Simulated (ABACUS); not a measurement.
# Run report: Fe, band-structure run (part 2 of 2)

The same run, continued: Fe (2 atoms in the cell); Kohn-Sham DFT of a periodic cell, PBE, PseudoDojo NC SR 0.4.1 PBE standard, spin-polarised (ABACUS 3.10.1); cutoff 1224.51 eV, 10×10×6 k-mesh, fermi-dirac of 0.05 eV, collinear spins. The structure derives from a Materials Project entry.

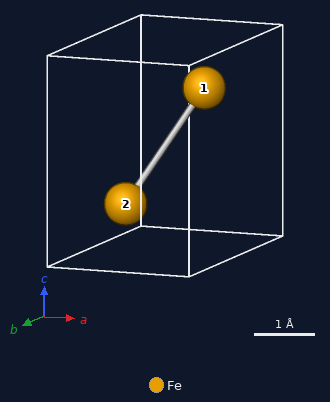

**Figure 1.** The structure (ball-and-stick view of the cell of the calculation, seen at an oblique angle; atoms are numbered from 1 in the order of the input).

What the program printed, continued:
```
 PW ALGORITHM --------------- ION=   1  ELEC=   8--------------------------------
          total magnetism (Bohr mag/cell) = 0.035412999951
       absolute magnetism (Bohr mag/cell) = 0.0382381032494
                        nelec for spin up = 16.0177065
                      nelec for spin down = 15.9822935

 Density error is 1.07887084369e-05
                          Error Threshold = 6.39392398019e-08
----------------------------------------------------------
     Energy           Rydberg                 eV
----------------------------------------------------------
 E_KohnSham     -501.3283972742      -6820.9227721369
 E_Harris       -501.3813499772      -6821.6432306226
 E_Fermi        1.6182039691         22.0167945054
----------------------------------------------------------

 PW ALGORITHM --------------- ION=   1  ELEC=   9--------------------------------
          total magnetism (Bohr mag/cell) = 0.00670797529987
       absolute magnetism (Bohr mag/cell) = 0.00739040898865
                        nelec for spin up = 16.0033539876
                      nelec for spin down = 15.9966460124

 Density error is 2.99789136723e-07
                          Error Threshold = 3.37147138653e-08
----------------------------------------------------------
     Energy           Rydberg                 eV
----------------------------------------------------------
 E_KohnSham     -501.3284111444      -6820.9229608502
 E_Harris       -501.3367954332      -6821.0370349518
 E_Fermi        1.6177623445         22.0107858949
----------------------------------------------------------

 PW ALGORITHM --------------- ION=   1  ELEC=  10--------------------------------
          total magnetism (Bohr mag/cell) = 0.00238192698795
       absolute magnetism (Bohr mag/cell) = 0.0025518946459
                        nelec for spin up = 16.0011909635
                      nelec for spin down = 15.9988090365

 Density error is 1.96005792125e-08
                          Error Threshold = 9.36841052259e-10
----------------------------------------------------------
     Energy           Rydberg                 eV
----------------------------------------------------------
 E_KohnSham     -501.3284114541      -6820.9229650636
 E_Harris       -501.3302203692      -6820.9475766167
 E_Fermi        1.6176998523         22.0099356450
----------------------------------------------------------

 PW ALGORITHM --------------- ION=   1  ELEC=  11--------------------------------
          total magnetism (Bohr mag/cell) = 0.000462621579642
       absolute magnetism (Bohr mag/cell) = 0.000514158525975
                        nelec for spin up = 16.0002313108
                      nelec for spin down = 15.9997686892

 Density error is 9.13851612675e-10
                          Error Threshold = 6.1251810039e-11
----------------------------------------------------------
     Energy           Rydberg                 eV
----------------------------------------------------------
 E_KohnSham     -501.3284115155      -6820.9229658991
 E_KS(sigma->0) -501.3275406714      -6820.9111174584
 E_Harris       -501.3283489001      -6820.9221139729
 E_band         -24.0396343650       -327.0760052010
 E_one_elec     -178.0338616115      -2422.2749548594
 E_Hartree      112.6376344243       1532.5136374117
 E_xc           -71.0339553272       -966.4665439276
 E_Ewald        -364.8964873131      -4964.6714076424
 E_entropy(-TS) -0.0017416880        -0.0236968814
 E_descf        0.0000000000         0.0000000000
 E_exx          0.0000000000         0.0000000000
 E_Fermi        1.6176818010         22.0096900451
----------------------------------------------------------

 charge density convergence is achieved
 final etot is -6820.9229659 eV
 EFERMI = 22.009690045 eV

 STATE ENERGY(eV) AND OCCUPATIONS    NSPIN == 2
SPIN UP :
 1/14 kpoint (Cartesian) = 0.0000 0.0000 0.0000 (1899 pws)
       1       -65.3432     0.00166667
       2       -65.1874     0.00166667
       3       -31.7291     0.00166667
       4       -31.1101     0.00166667
       5       -31.1101     0.00166667
       6       -31.0010     0.00166667
       7       -31.0010     0.00166667
       8       -30.9934     0.00166667
       9        12.7657     0.00166667
      10        16.7887     0.00166667
      11        20.2493     0.00166667
      12        20.2493     0.00166667
      13        20.3927     0.00166667
      14        20.7490     0.00166667
      15        20.7490     0.00166667
      16        21.1018     0.00166667
      17        21.1018     0.00166667
      18        22.4556    2.22984e-07
      19        22.7624    4.83173e-10
      20        22.7624    4.83173e-10
      21        31.0958    1.99932e-82
      22        43.5469        0.00000
      23        47.2293        0.00000
      24        48.0317        0.00000
      25        48.4178        0.00000
      26        48.4178        0.00000
      27        49.4116        0.00000
      28        49.4116        0.00000
      29        52.8898        0.00000

 2/14 kpoint (Cartesian) = -0.041082 0.023719 0.0000 (1878 pws)
       1       -65.3323      0.0100000
       2       -65.1833      0.0100000
       3       -31.7068      0.0100000
       4       -31.1543      0.0100000
       5       -31.1251      0.0100000
       6       -31.0470      0.0100000
       7       -31.0071      0.0100000
       8       -31.0035      0.0100000
       9        13.1451      0.0100000
      10        17.0325      0.0100000
      11        19.8513      0.0100000
      12        20.4672      0.0100000
      13        20.6119      0.0100000
      14        20.6736      0.0100000
      15        20.7400      0.0100000
      16        20.9394      0.0100000
      17        20.9544      0.0100000
      18        21.2566      0.0100000
      19        22.8331    7.04126e-10
      20        24.6030    2.98202e-25
      21        31.1092    9.18266e-82
      22        42.2074        0.00000
      23        45.0257        0.00000
      24        45.5911        0.00000
      25        47.9635        0.00000
      26        48.7054        0.00000
      27        49.2282        0.00000
      28        52.3178        0.00000
      29        52.5864        0.00000

 3/14 kpoint (Cartesian) = -0.082164 0.047437 0.0000 (1896 pws)
       1       -65.3029      0.0100000
       2       -65.1734      0.0100000
       3       -31.6445      0.0100000
       4       -31.2712      0.0100000
       5       -31.1650      0.0100000
       6       -31.1629      0.0100000
       7       -31.0337      0.0100000
       8       -31.0245      0.0100000
       9        14.2089      0.0100000
      10        17.5661      0.0100000
      11        19.3383      0.0100000
      12        19.4130      0.0100000
      13        20.3858      0.0100000
      14        20.6204      0.0100000
      15        20.9328      0.0100000
      16        21.0700      0.0100000
      17        21.2436      0.0100000
      18        21.4598     0.00999983
      19        22.9687    4.68186e-11
      20        26.8565    7.95745e-45
      21        31.1748    2.47156e-82
      22        38.2857        0.00000
      23        42.6403        0.00000
      24        44.0323        0.00000
      25        45.0318        0.00000
      26        47.6515        0.00000
      27        49.6724        0.00000
      28        52.1026        0.00000
      29        52.7443        0.00000

 4/14 kpoint (Cartesian) = -0.12325 0.071156 0.0000 (1912 pws)
       1       -65.2640      0.0100000
       2       -65.1636      0.0100000
       3       -31.5554      0.0100000
       4       -31.4175      0.0100000
       5       -31.3060      0.0100000
       6       -31.2077      0.0100000
       7       -31.0830      0.0100000
       8       -31.0477      0.0100000
       9        15.6701      0.0100000
      10        17.7382      0.0100000
      11        18.4186      0.0100000
      12        19.1617      0.0100000
      13        20.2687      0.0100000
      14        20.3997      0.0100000
      15        20.6655      0.0100000
      16        21.8884     0.00918802
      17        22.0546     0.00289436
      18        22.1614    0.000459173
      19        23.0791    5.14238e-12
      20        29.3021    4.55789e-66
      21        31.1296    6.09919e-82
      22        34.4985        0.00000
      23        40.1572        0.00000
      24        41.5222        0.00000
      25        42.6083        0.00000
      26        46.3458        0.00000
      27        47.9204        0.00000
      28        51.4165        0.00000
      29        51.7602        0.00000

 5/14 kpoint (Cartesian) = -0.16433 0.094875 0.0000 (1928 pws)
       1       -65.2281      0.0100000
       2       -65.1599      0.0100000
       3       -31.5371      0.0100000
       4       -31.4632      0.0100000
       5       -31.4166      0.0100000
       6       -31.2428      0.0100000
       7       -31.1430      0.0100000
       8       -31.0673      0.0100000
       9        16.8431      0.0100000
      10        17.4730      0.0100000
      11        17.8067      0.0100000
      12        19.4672      0.0100000
      13        20.0147      0.0100000
      14        20.4638      0.0100000
      15        20.7171      0.0100000
      16        22.6001    7.44488e-08
      17        22.8199    9.17649e-10
      18        23.1411    1.48897e-12
      19        23.3690    1.55873e-14
      20        29.1482    9.90522e-65
      21        31.8107    7.40582e-88
      22        33.5597        0.00000
      23        38.4134        0.00000
      24        38.4563        0.00000
      25        40.0395        0.00000
      26        45.2051        0.00000
      27        46.8439        0.00000
      28        49.6313        0.00000
      29        51.5785        0.00000

 6/14 kpoint (Cartesian) = 0.20541 0.35578 0.0000 (1922 pws)
       1       -65.2119     0.00500000
       2       -65.1611     0.00500000
       3       -31.5829     0.00500000
       4       -31.4582     0.00500000
       5       -31.4157     0.00500000
       6       -31.2560     0.00500000
       7       -31.1781     0.00500000
       8       -31.0750     0.00500000
       9        17.1977     0.00500000
      10        17.3165     0.00500000
      11        17.6004     0.00500000
      12        19.7936     0.00500000
      13        19.9230     0.00500000
      14        20.3890     0.00500000
      15        20.8735     0.00500000
      16        22.8715    1.63324e-10
      17        23.1149    1.25553e-12
      18        23.1601    5.08638e-13
      19        24.7749    4.79220e-27
      20        26.9746    3.75522e-46
      21        33.4934        0.00000
      22        34.1866        0.00000
      23        36.6045        0.00000
      24        37.7670        0.00000
      25        38.4245        0.00000
      26        44.7791        0.00000
      27        46.6206        0.00000
      28        48.9752        0.00000
      29        51.5232        0.00000

[... levels at 22 further k points ...]

------------------------------------------------------------------------------------------
 TOTAL-FORCE (eV/Angstrom)
------------------------------------------------------------------------------------------
                       Fe1         0.0000000000         0.0000000000         0.0000000000
                       Fe2         0.0000000000         0.0000000000         0.0000000000
------------------------------------------------------------------------------------------

----------------------------------------------------------------
 TOTAL-STRESS (KBAR)
----------------------------------------------------------------
       106.7080690256        -0.0000000000        -0.0000000000
         0.0000000000       106.7080690210         0.0000000000
        -0.0000000000         0.0000000000        96.5192435006
----------------------------------------------------------------
 TOTAL-PRESSURE: 103.311794 KBAR

 --------------------------------------------
 !FINAL_ETOT_IS -6820.9229658990825556 eV
 --------------------------------------------
```

Standard output:
```
ABACUS v3.10.1

               Atomic-orbital Based Ab-initio Computation at UStc

%%%%%%%%%%%%%%%%%%%%%%%%%%%%%%%%%%%%%%%%%%%%%%%%%%%%%%%%%%%%%%%%%%%%%%%%%%%%%%%%%%%%%%%%%%%%%%%%%%%%%%%%%
 Warning: the number of valence electrons in pseudopotential > 8 for Fe: [Ar] 3d6 4s2
 Pseudopotentials with additional electrons can yield (more) accurate outcomes, but may be less efficient.
 If you're confident that your chosen pseudopotential is appropriate, you can safely ignore this warning.
%%%%%%%%%%%%%%%%%%%%%%%%%%%%%%%%%%%%%%%%%%%%%%%%%%%%%%%%%%%%%%%%%%%%%%%%%%%%%%%%%%%%%%%%%%%%%%%%%%%%%%%%%

 UNIFORM GRID DIM        : 27 * 27 * 45
 UNIFORM GRID DIM(BIG)   : 27 * 27 * 45
 ---------------------------------------------------------
 Self-consistent calculations for electrons
 ---------------------------------------------------------
 SPIN    KPOINTS         PROCESSORS  THREADS
 2       112             4           4
 ---------------------------------------------------------
 Use plane wave basis
 ---------------------------------------------------------
 ELEMENT NATOM       XC
 Fe      2
 ---------------------------------------------------------
 Initial plane wave basis and FFT box
 ---------------------------------------------------------
 -------------------------------------------
 SELF-CONSISTENT :
 -------------------------------------------
 START CHARGE      : atomic
 ITER      TMAG       AMAG        ETOT/eV          EDIFF/eV         DRHO     TIME/s
 DA1      4.39e+00   4.41e+00  -6.82000143e+03   0.00000000e+00   9.0981e-02   5.81
 DA2      2.97e+00   3.21e+00  -6.82045676e+03  -4.55326428e-01   1.5472e-02   2.44
 DA3      2.10e+00   2.29e+00  -6.82054955e+03  -9.27892247e-02   1.0697e-02   2.43
 DA4      9.34e-01   1.06e+00  -6.82073224e+03  -1.82694643e-01   3.2537e-03   2.63
 DA5      5.61e-02   6.96e-02  -6.82092138e+03  -1.89140298e-01   1.7603e-04   3.09
 DA6      1.08e-01   1.18e-01  -6.82091952e+03   1.86357447e-03   6.7998e-05   3.09
 DA7     -1.64e-02   1.78e-02  -6.82092222e+03  -2.70617536e-03   2.0461e-05   2.76
 DA8      3.54e-02   3.82e-02  -6.82092277e+03  -5.49247970e-04   1.0789e-05   2.84
 DA9      6.71e-03   7.39e-03  -6.82092296e+03  -1.88713211e-04   2.9979e-07   2.59
 DA10     2.38e-03   2.55e-03  -6.82092297e+03  -4.21342634e-06   1.9601e-08   3.11
 DA11     4.63e-04   5.14e-04  -6.82092297e+03  -8.35505694e-07   9.1385e-10   3.00
----------------------------------------------------------------
 TOTAL-STRESS (KBAR)
----------------------------------------------------------------
       106.7080690256        -0.0000000000        -0.0000000000
         0.0000000000       106.7080690210         0.0000000000
        -0.0000000000         0.0000000000        96.5192435006
----------------------------------------------------------------
 TOTAL-PRESSURE: 103.311794 KBAR
```

This output came from the following input.

Input file:
```python
"""ABACUS run from a structure file: ASE reads it, the script writes STRU, KPT and INPUT."""
import re
import subprocess
from ase.io import read
from ase.units import Bohr

atoms = read("Fe.cif")
atoms = atoms[(-atoms.numbers).argsort(kind="stable")]  # ABACUS lists atoms element by element
pseudo = {'Fe': 'Fe.upf'}
orbital = {}
magmoms = [3.0, 3.0]
kmesh = [10, 10, 6]
params = {
    'suffix': 'Fe',
    'calculation': 'scf',
    'basis_type': 'pw',
    'pseudo_dir': './',
    'symmetry': 1,
    'dft_functional': 'pbe',
    'ecutwfc': 90,
    'pseudo_rcut': 10,
    'nspin': 2,
    'nbands': 29,
    'ks_solver': 'dav',
    'smearing_method': 'fd',
    'smearing_sigma': 0.00367493,
    'scf_thr': 1e-08,
    'scf_nmax': 100,
    'mixing_type': 'broyden',
    'mixing_beta': 0.4,
    'cal_force': 1,
    'cal_stress': 1,
    'out_chg': 1,
    'kpar': 4,
}

symbols = atoms.get_chemical_symbols()
elements = list(dict.fromkeys(symbols))
lines = ["ATOMIC_SPECIES"] + [f"{e} {atoms.get_masses()[symbols.index(e)]:.4f} {pseudo[e]}" for e in elements]
if orbital:
    lines += ["", "NUMERICAL_ORBITAL"] + [orbital[e] for e in elements]
lines += ["", "LATTICE_CONSTANT", f"{1 / Bohr:.10f}", "", "LATTICE_VECTORS"]
lines += [" ".join(f"{x:.10f}" for x in v) for v in atoms.cell]
lines += ["", "ATOMIC_POSITIONS", "Direct"]
for e in elements:
    lines += ["", e, "0.0", str(symbols.count(e))]
    for i, p in enumerate(atoms.get_scaled_positions(wrap=False)):
        if symbols[i] == e:
            mag = "" if magmoms is None else " mag " + " ".join(str(x) for x in (magmoms[i] if isinstance(magmoms[i], list) else [magmoms[i]]))
            lines.append(" ".join(f"{x:.10f}" for x in p) + " 1 1 1" + mag)
open("STRU", "w").write("\n".join(lines) + "\n")
open("KPT", "w").write("K_POINTS\n0\nGamma\n%d %d %d 0 0 0\n" % tuple(kmesh))
open("INPUT", "w").write("INPUT_PARAMETERS\n" + "".join(f"{k:<20s}{v}\n" for k, v in params.items()))

done = subprocess.run(['mpirun', '-np', '4', 'abacus'])
if done.returncode:
    raise SystemExit(done.returncode)
log = open("OUT.Fe/running_scf.log").read()
print("final energy (eV):", re.findall(r"FINAL_ETOT_IS (\S+)", log))
```

File Fe.cif:
```
data_Fe
_cell_length_a 2.43415759
_cell_length_b 2.43415759
_cell_length_c 3.84193447
_cell_angle_alpha 90.00000000
_cell_angle_beta 90.00000000
_cell_angle_gamma 120.00000000
_space_group_name_H-M_alt 'P1'
_space_group_name_Hall 'P 1'
_space_group_IT_number 1
loop_
_space_group_symop_operation_xyz
'x,y,z'
loop_
_atom_site_label
_atom_site_type_symbol
_atom_site_symmetry_multiplicity
_atom_site_Wyckoff_symbol
_atom_site_fract_x
_atom_site_fract_y
_atom_site_fract_z
_atom_site_occupancy
Fe1 Fe 1 a 0.6666666667 0.3333333333 0.7500000000 1
Fe2 Fe 1 a 0.3333333333 0.6666666667 0.2500000000 1
```

File INPUT:
```
INPUT_PARAMETERS
suffix              Fe
calculation         scf
basis_type          pw
pseudo_dir          ./
symmetry            1
dft_functional      pbe
ecutwfc             90
pseudo_rcut         10
nspin               2
nbands              29
ks_solver           dav
smearing_method     fd
smearing_sigma      0.00367493
scf_thr             1e-08
scf_nmax            100
mixing_type         broyden
mixing_beta         0.4
cal_force           1
cal_stress          1
out_chg             1
kpar                4
```

File STRU:
```
ATOMIC_SPECIES
Fe 55.8450 Fe.upf

LATTICE_CONSTANT
1.8897261258

LATTICE_VECTORS
2.4341575900 0.0000000000 0.0000000000
-1.2170787950 2.1080423098 0.0000000000
0.0000000000 0.0000000000 3.8419344700

ATOMIC_POSITIONS
Direct

Fe
0.0
2
0.6666666667 0.3333333333 0.7500000000 1 1 1 mag 3.0
0.3333333333 0.6666666667 0.2500000000 1 1 1 mag 3.0
```

File KPT:
```
K_POINTS
0
Gamma
10 10 6 0 0 0
```

Run as:
```bash
OMP_NUM_THREADS=1 python run_abacus.py > log
```

Key numbers:

```json
{"quantity": "outcome", "value": "converged"}
{"quantity": "space group (tolerance 0.01 Å)", "value": "P6₃/mmc (194)"}
{"quantity": "electrons treated", "value": "32"}
{"quantity": "free energy", "value": "−6820.9230 eV"}
{"quantity": "Fermi energy of the self-consistent step", "value": "22.010 eV"}
{"quantity": "gap on the k-point mesh", "value": "none (metallic)"}
{"quantity": "net moment of the cell", "value": "0.00 μB"}
{"quantity": "integrated absolute moment", "value": "0.00 μB"}
{"quantity": "pressure", "value": "10.33 GPa"}
{"quantity": "largest force (length of the vector)", "value": "under 0.001 eV/Å"}
{"quantity": "hardware", "value": "4 threads of Intel Xeon @ 2.50GHz (Skylake/Cascade Lake), 16 GiB of memory available, shared host"}
{"quantity": "wall time", "value": "36 s (CPU time 2.4 min)"}
{"quantity": "peak memory", "value": "0.4 GiB"}
```

Remarks:

The cell is under a pressure of 10.3 GPa at this level, so it is not at its equilibrium volume.
